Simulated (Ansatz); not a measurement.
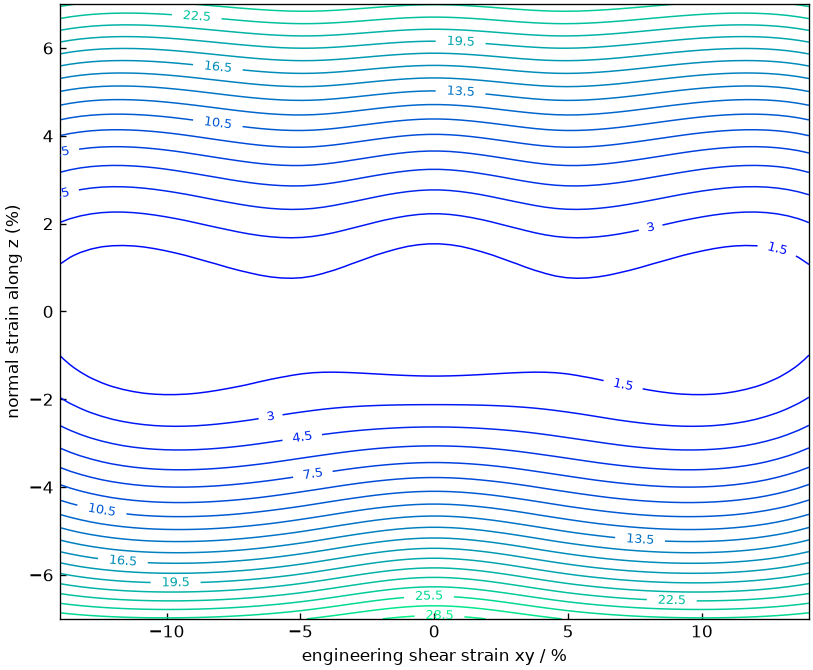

Energy landscape of Zn (Fm-3m, No. 225; 1 atom in the cell). The energy is mapped over two homogeneous strains (x, y and z along the cube axes). The first coordinate is: engineering shear strain xy; the second: normal strain along z. Nothing is relaxed (symmetry fixes all fractional coordinates). The grid has 7 × 7 points; 28 points were computed and 21 follow by symmetry. Points are written as (first, second). Energies: meV/atom, counted from the lowest grid point. These are results of DFT PBE, scalar-relativistic, plane waves, PAW (Ansatz 0.2.0), not measurements. Settings: cutoff 520 eV, k-mesh 20×20×20, gaussian smearing 0.15 eV, no spin polarisation.

In the figure: contour lines labelled in meV/atom. Between grid points the surface is interpolated. 

Q: Where are the wells?

A: The lowest grid point is at (0.0 %, 0.00 %); the map holds 3 wells of about this depth. The highest grid point, (0.0 %, −7.00 %), lies 29.0 meV/atom above the lowest. On the interpolated surface the easiest way out of the lowest well to a well of about the same depth near (9.3 %, 0.00 %) passes a barrier of about 0.81 meV/atom.

Grid values (meV/atom):

```
normal strain along z ↓, engineering shear strain xy →  −14.0  −9.3  −4.7   0.0   4.7   9.3  14.0
                                                  7.00   24.3  23.9  24.8  24.1  24.8  23.9  24.3
                                                  4.67   11.9  11.7  12.9  11.8  12.9  11.7  11.9
                                                  2.33    3.7   3.6   4.5   3.3   4.5   3.6   3.7
                                                  0.00    0.9   0.3   0.9   0.0   0.9   0.3   0.9
                                                 −2.33    3.8   2.3   3.1   3.6   3.1   2.3   3.8
                                                 −4.67   12.2  10.5  11.8  13.6  11.8  10.5  12.2
                                                 −7.00   26.5  25.7  27.0  29.0  27.0  25.7  26.5
```

The input of one point:

```yaml
crystal:
  lattice:
    - [0.0, 1.9643393415, 1.9643393415]
    - [1.9643393415, 0.0, 1.9643393415]
    - [1.9643393415, 1.9643393415, 0.0]
  atoms:
    - { symbol: Zn, position: [0.0, 0.0, 0.0] }
basis:
  ecutwfc: 520.0
kpoints:
  mp_grid: { grid: [20, 20, 20] }
hamiltonian:
  xc: pbe
scf:
  occupations: { method: gaussian, width: 0.15 }
output:
  forces: true
  stress: true
  eigenvalues: true
  write_density: true
  write_potential: true
  elf: true
  volumetric_format: npy
```

Time for the 28 points that were run: 4.8 min on 1 thread of Arm Neoverse V2, with other jobs on the host.
